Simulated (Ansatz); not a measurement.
Field-gradient calculation of C

- system: C (Fd-3m, 2 atoms in the cell)
- method: DFT, LDA, PAW with Ansatz's default frozen-core files, scalar-relativistic, no spin polarisation (Ansatz 0.2.0)

The structure derives from an entry of the Crystallography Open Database. Its volume is 1.04 times that of the source entry. It belongs to a series of runs on one base structure; here: volume scaled by 1.04, PAW files. Figures and captions count atoms from 1; the log counts them from 0 in places.

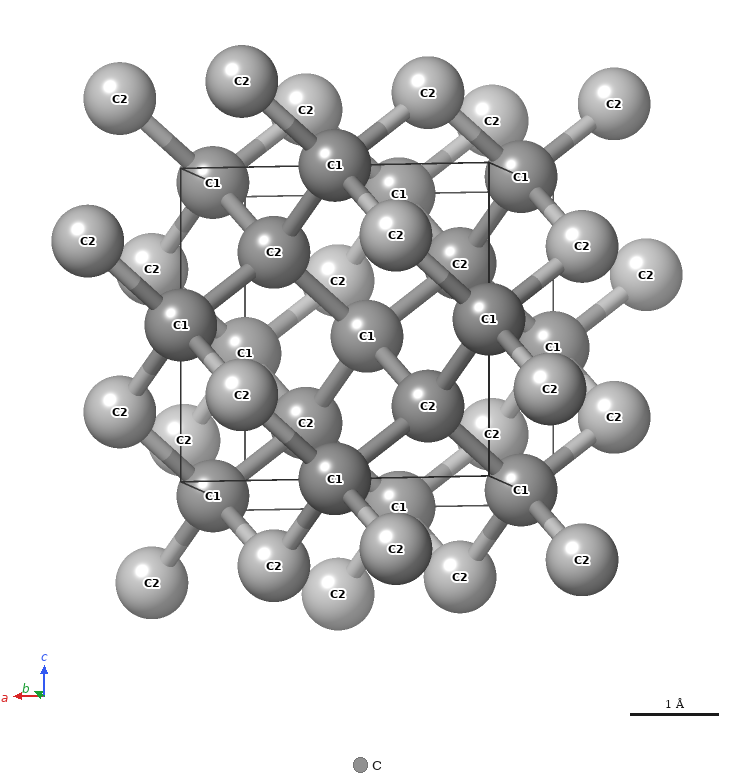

**Figure 1.** The structure as given in the input (ball-and-stick view of the cell 4 times as large as that of the calculation, set on its symmetry axes, seen at an oblique angle; neighbours outside the cell are drawn fainter; atoms are numbered from 1 in the order of the input).

### Key numbers

```csv
quantity,value
outcome,converged
space group (tolerance 0.01 Å),Fd-3m (227)
electrons treated,8
free energy,−485.9120 eV
Fermi energy,14.359 eV
gap on the k-point mesh,4.02 eV
pressure,−28.35 GPa
field gradient V_zz (10²¹ V/m²),zero at all sites
largest force (length of the vector),under 0.001 eV/Å
hardware,"1 thread of Arm Neoverse V1, 24 GiB of memory available, shared host"
wall time,1.9 s
peak memory,0.28 GiB
```

The cell is under a tension of 28 GPa at this level, so it is not at its equilibrium volume.

### Input file
```yaml
crystal:
  lattice:
    - [0.0, 1.8068684808, 1.8068684808]
    - [1.8068684808, 0.0, 1.8068684808]
    - [1.8068684808, 1.8068684808, 0.0]
  atoms:
    - { symbol: C, position: [0.5, 0.5, 0.5] }
    - { symbol: C, position: [0.75, 0.75, 0.75] }
kpoints:
  mp_grid: { grid: [16, 16, 16] }
scf:
  occupations: { method: fermi_dirac, width: 0.03 }
hamiltonian:
  xc: lda
  pseudopotentials: { kind: paw }
output:
  forces: true
  stress: true
  eigenvalues: true
  efg: { contact_densities: true }
  write_density: true
  write_potential: true
  elf: true
  volumetric_format: npy
```

Run as:
```bash
ansatz run input.yaml --threads 1 --pin off --max-ram 3072MiB --backend cpu --events-out ev --progress --plain --runs-dir out
```

### The program's output
```
Engine: ansatz 0.2.0, aarch64-unknown-linux-gnu
Pseudopotentials: kind: paw
Pseudopotential: C, paw, valence charge 4, recommended cutoff 420 eV (normal), C.paw.azcp
Functional definition: SPW92
  exchange = slater_x
  correlation = pw_c
Crystal: 2 atoms, lattice volume = 11.798 Å³
Basis set: ecut = 420 eV, 259 PW (Γ)
Bands: 8, of which v1, the nominal top of the filled ones, is band 4 counted from 1 (3 counted from 0)
Symmetry: 48 space group operations
Space group: Fd-3m (ITA 227), of the structure as read, at distance tolerance 2.3e-5 Å
k-points: 145 of 4096
Non-local potential: C, projectors of the file, l = 0: 2, l = 1: 2, l = 2: 1
PAW form: soft (Blöchl's): semilocal exchange-correlation on the pseudo side does not see the compensation charge
PAW frozen core: C, regenerated for the run's functional, and the local potential with it (the file was generated under x = pbe(κ = 0.804, μ = 0.2195149727645171), c = pbe(β = 0.06672455060314922))
PAW one-centre angular grid: C, 110 points (default); XC on 64 Gauss nodes
Initial density: superposition of atomic densities (neutral atoms: chi_scale 0, normalization atom), corrected by the library's trained network
Initial wavefunctions: pseudopotential atomic-orbital guess
Functional: x = slater, c = lda
SCF iter   1: F=—  HF=-485.912565 eV  |F-HF|=—  |Δ(HF+E_count)|=         —  Δρ=6.74e-3  dr2=1.76e-3  ethr=1.77e-3  ⟨swp⟩=4.8  Hψ=7444  notcnv=0
preconditioner: auto → none  [insulator: Δε(μ)=4.018 eV  Ē_g=18.910 eV  σ=0.030 eV  W_gap=1.00  n_scr=0 (ndim 8)  ℏωp=30.6 eV  f_vac=0.000  D(μ)=0.00/eV (n_scr^D=0)  ε∞_Penn≈3.6]
SCF iter   2: F=—  HF=-485.912093 eV  |F-HF|=—  |Δ(HF+E_count)|=   4.72e-4  Δρ=3.15e-3  dr2=3.89e-4  ethr=2.20e-5  ⟨swp⟩=1.0  Hψ=2338  notcnv=0
SCF iter   3: F=—  HF=-485.911983 eV  |F-HF|=—  |Δ(HF+E_count)|=   1.11e-4  Δρ=1.16e-4  dr2=1.52e-6  ethr=4.86e-6  ⟨swp⟩=1.0  Hψ=1160  notcnv=0
SCF iter   4: F=—  HF=-485.911982 eV  |F-HF|=—  |Δ(HF+E_count)|=   5.93e-7  Δρ=3.67e-5  dr2=1.03e-7  ethr=1.90e-8  ⟨swp⟩=2.0  Hψ=1739  notcnv=0
iter 5 did not close the SCF: its close was put off for the readings that it lacked (scf_convergence_deferred on its scf_iter line)
SCF iter   5: F=-485.911982 eV  HF=-485.911982 eV  |F-HF|=2.27e-9  |Δ(HF+E_count)|=   4.29e-8  Δρ=8.59e-6  dr2=4.46e-9  ethr=1.29e-9  ⟨swp⟩=2.0  Hψ=1744  notcnv=0
SCF iter   6: F=-485.911982 eV  HF=-485.911982 eV  |F-HF|=3.41e-13  |Δ(HF+E_count)|=   1.72e-9  Δρ=2.03e-7  dr2=1.31e-12  ethr=5.58e-11  ⟨swp⟩=4.0  Hψ=5198  notcnv=0
SCF 1 converged in 6 iterations: F = -485.911982 eV  dr2 = 1.31e-12
  greatest PAW one-centre occupation: 0.629 electrons in one spin orbital (limit 2), on the C atom at site 1 (counted from 0), in its partial waves of l = 0
```

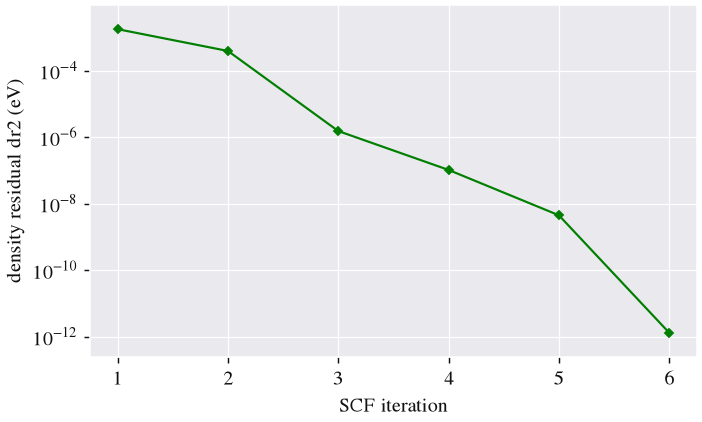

**Figure 2.** Convergence of the self-consistent field: density residual dr2 against the SCF iteration. The residual falls at every step.

```
SCF converged after 6 iterations
Free energy (F): -485.911982 eV
Harris-Foulkes:  -485.911982 eV  (|F-HF|=3.41e-13)
Internal energy: -485.911982 eV  (E = F + TS)
E sigma→0 (E₀):  -485.911982 eV
Fermi energy:    14.358818 eV
--- Per-component energies (eV) ---
  E_band       = 29.554767
  E_kinetic    = 181.762398
  E_local      = -127.150249  (includes V_loc(G=0)·N_el)
  E_nonlocal   = 54.883201
  E_hartree    = 27.097715
  E_xc         = -95.954489
  E_vxc        = -119.399581  (∫ρ·V_xc dr)
  E_paw        = -183.240150  (= ΣΔE_a)
  E_vpaw       = -14.736458  (= ΣTr[D̂ρ^β])
  E_aug_tail   = 0.000023  (compensation charges beyond the density's cutoff)
  E_ewald      = -343.436096
  E_core_change = 0.125665  (= ΣΔE_core)
  E_smearing   = -0.000000  (= −TS)
  E_closure    = 0.000000  (closes the sum)
  Σ components = -485.911982   (vs F -485.911982, Δ=0.00e0)
--- Forces (eV/Å), atoms counted from 1 ---
  atom   1  C     -0.00000000    -0.00000000    -0.00000000
  atom   2  C     -0.00000000     0.00000000     0.00000000
  max |Σ_I F_I| component: 5.55e-17 eV/Å
--- Stress (GPa, compression-positive) ---
      -28.348639      -0.000000      -0.000000
        0.000000     -28.348639       0.000000
       -0.000000       0.000000     -28.348639
  P = ⅓ Tr σ = -28.3486 GPa (-283.486 kbar)
--- PAW observables at the nuclei: V_zz in 10²¹ V/m², potentials from the cell's mean, atoms counted from 1 ---
  atom   1  C  V_zz =    +0.000000   η = 0.0000   by run symmetry: forbidden
            electrostatic potential = -418.360294 V   contact ρ = 849.769636 e/Å³
  atom   2  C  V_zz =    -0.000000   η = 0.0000   by run symmetry: forbidden
            electrostatic potential = -418.360294 V   contact ρ = 849.769636 e/Å³
--- Band table (eV; the first three rows and the last of 145) ---
  k-point 0: bands = ["-8.4432", "12.3621", "12.3621", "12.3621", "17.7967", "17.7967", "17.7967", "24.9848"]
  k-point 1: bands = ["-8.3380", "11.6631", "12.1826", "12.1826", "18.0323", "18.0323", "18.2137", "25.0763"]
  k-point 2: bands = ["-8.0230", "10.0462", "11.7404", "11.7404", "18.6160", "18.6160", "19.0064", "25.3481"]
  k-point 144: bands = ["0.7898", "0.7898", "4.3348", "4.3348", "22.6321", "22.6321", "24.1779", "24.1779"]
```

### File rho_z.tsv
```
# z_ang	rho[e/angstrom^3]
# format = ansatz-planar-average/11
# lattice	0.000000000	1.806868481	1.806868481
# lattice	1.806868481	0.000000000	1.806868481
# lattice	1.806868481	1.806868481	0.000000000
# sites	2
# site	6	1.806868481	1.806868481	1.806868481
# site	6	2.710302721	2.710302721	2.710302721
0.000000	4.471612e-1
0.141961	3.969777e-1
0.283922	3.746577e-1
0.425883	3.821539e-1
0.567844	4.188018e-1
0.709805	4.814927e-1
0.851766	5.657859e-1
0.993727	6.681552e-1
1.135688	7.854501e-1
1.277649	9.069510e-1
1.419610	1.007971e0
1.561571	1.058491e0
1.703532	1.041120e0
1.845493	9.619813e-1
1.987454	8.469059e-1
2.129415	7.253023e-1
2.271376	6.148577e-1
2.413337	5.212068e-1
```

### File v_z.tsv
```
# z_ang	v_es[eV]	v_tot[eV]
# format = ansatz-planar-average/11
# xc	lda
# density_cutoff_ev	1680
# datasets	C=:simpson_from_first_knot:soft:shift=-535554
# lattice	0.000000000	1.806868481	1.806868481
# lattice	1.806868481	0.000000000	1.806868481
# lattice	1.806868481	1.806868481	0.000000000
# sites	2
# site	6	1.806868481	1.806868481	1.806868481
# site	6	2.710302721	2.710302721	2.710302721
0.000000	8.761156e0	-2.921867e0
0.141961	1.076311e1	-4.630442e-1
0.283922	1.154534e1	5.331726e-1
0.425883	1.129758e1	2.127104e-1
0.567844	9.911689e0	-1.516919e0
0.709805	7.371843e0	-4.608199e0
0.851766	4.175830e0	-8.494331e0
0.993727	8.966366e-1	-1.254639e1
1.135688	-2.117192e0	-1.634378e1
1.277649	-4.723725e0	-1.963668e1
1.419610	-6.572282e0	-2.196709e1
1.561571	-7.383317e0	-2.299268e1
1.703532	-7.113056e0	-2.265049e1
1.845493	-5.767571e0	-2.095221e1
1.987454	-3.488224e0	-1.807755e1
2.129415	-6.506573e-1	-1.449021e1
2.271376	2.515700e0	-1.053419e1
2.413337	5.818529e0	-6.492866e0
```

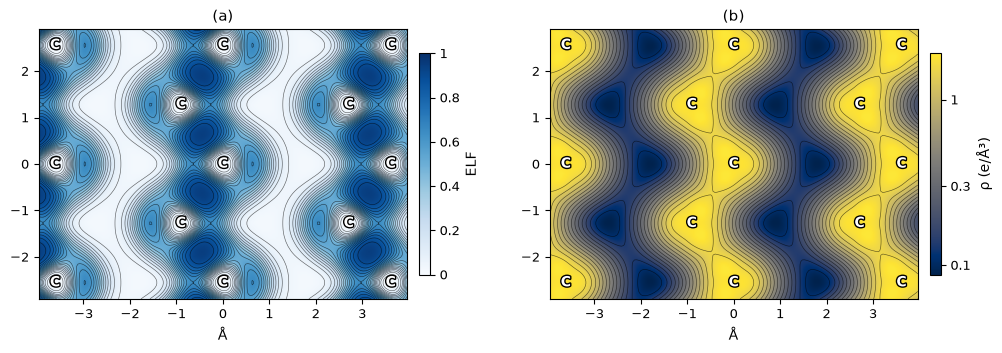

**Figure 3.** (a) ELF; (b) valence charge density (pseudo) on the (011) plane of the conventional cell. Atoms in the plane: C. C–C (1.56 Å): ρ at the midpoint is about 1.5 e/Å³; the ELF peaks at about 0.95 between the atoms, which marks a shared electron pair. Away from the nuclei the density in this plane falls to 0.09 e/Å³ at its lowest. In a PAW calculation such maps are meaningful between the atoms, not at the nuclei.

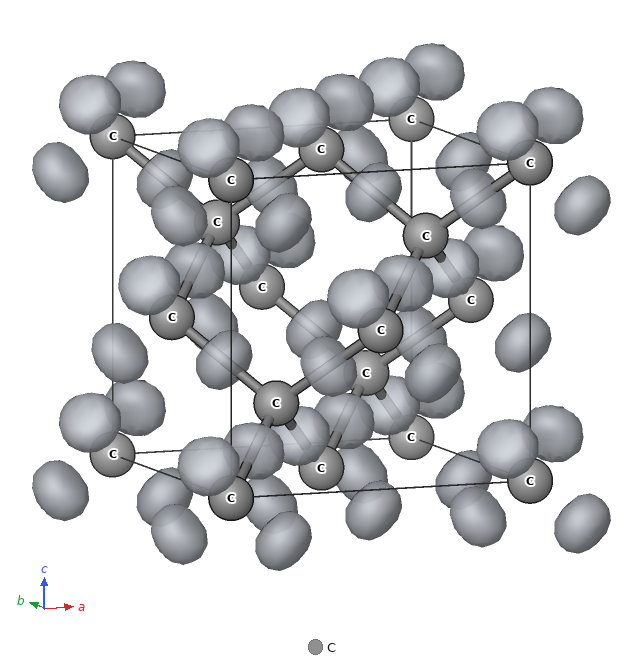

**Figure 4.** Isosurface of the electron localisation function at 0.85 (grey), seen slightly off an axis. Only the valence region is drawn (cores and ρ < 0.01 e/Å³ removed). Sticks mark near contacts. The outline is the cell set on symmetry axes. Values along the shortest contacts: C–C (1.56 Å): the ELF peaks at about 0.95 between the atoms, which marks a covalent bond.
